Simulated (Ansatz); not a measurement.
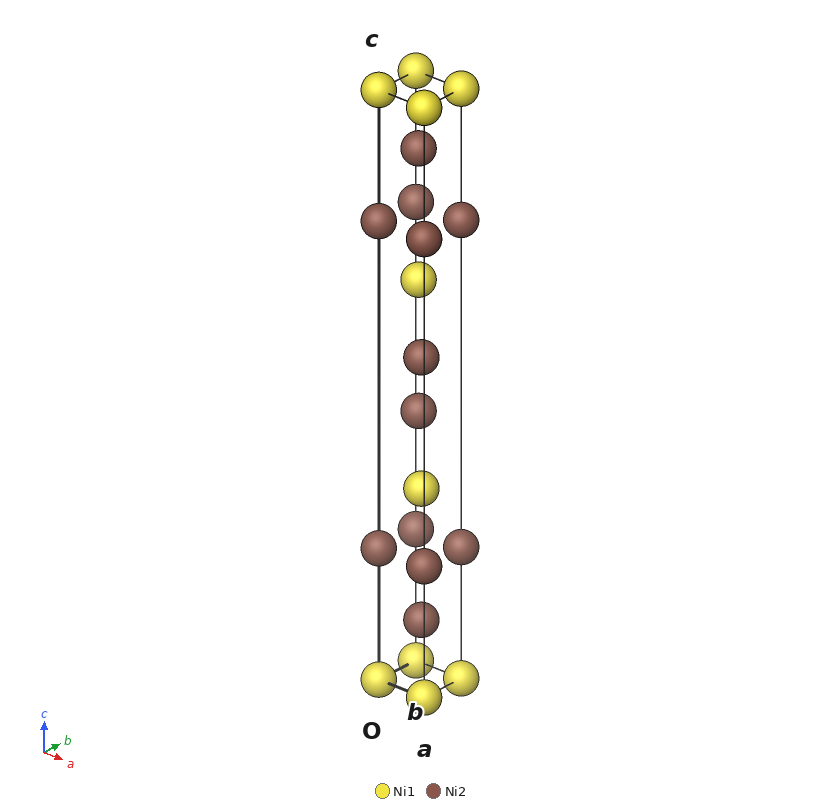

Crystal: Ni, the geometry relaxed with DFT r2SCAN, scalar-relativistic, plane waves, PAW (Ansatz 0.2.0); the starting structure was generated, so it need not be a known form of this composition. One unit cell; atoms that symmetry makes equivalent share a colour (atoms on faces, edges and corners are repeated). All values are computed from the atomic coordinates in the standard setting (tolerance 0.002 Å).

a = 2.457 Å, b = 2.457 Å, c = 18.175 Å, α = 90.00°, β = 90.00°, γ = 120.00°; space group R-3m (No. 166, hexagonal axes).

One atom of each site: Ni1 (0, 0, 0); Ni2 (1/3, 2/3, 0.889).

Give the multiplicity, Wyckoff letter and site symmetry of each site.

Answer.
```csv
site,Wyckoff,symmetry
Ni1,3a,-3m
Ni2,6c,3m
```

How many free positional parameters does the structure have?

Answer. 1: Ni1 0, Ni2 1.
